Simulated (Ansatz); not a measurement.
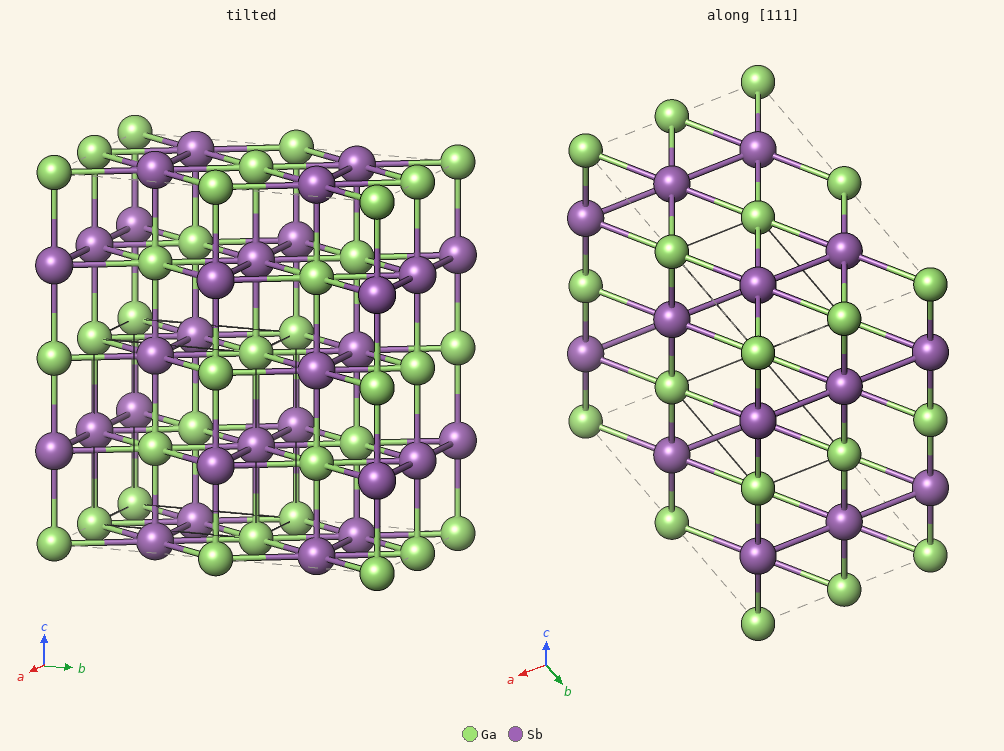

Drawn in the ball-and-stick manner and seen slightly off an axis and along [111]. The solid frame is a single conventional unit cell within a 2×2×2 block.

What structure is drawn here?

This is GaSb. The structure has Immm (No. 71) symmetry and a body-centred orthorhombic lattice. The cell has 4 atoms, namely 2 Ga, 2 Sb. About every Ga there are six Sb. Each Sb atom is coordinated by six Ga and two Sb. The bonds build a three-dimensional framework.

The structure comes from a structure listed in the Materials Project. Earlier steps of the study may have refined or changed the cell and positions. It was run through Ansatz as a DFT input.
